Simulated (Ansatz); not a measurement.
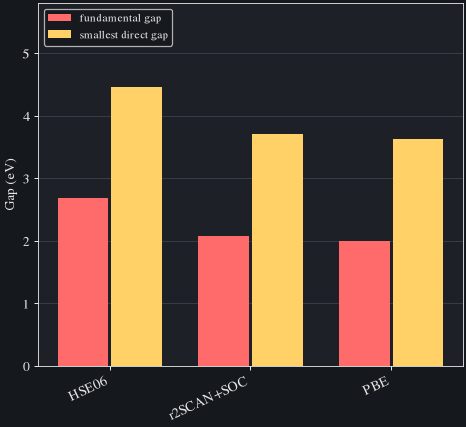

Gaps of BeTe, space group I-4m2, 2 atoms in the cell, zincblende type, uniaxial (z) strain +1.0%, at several levels of theory on one cell (Ansatz, plane waves and PAW; edges over the mesh and the special points).

How does the gap depend on the level, and does its kind change?

In rising order: PBE 2.00 eV, r2SCAN+SOC 2.07 eV and HSE06 2.68 eV. It is indirect at every level.
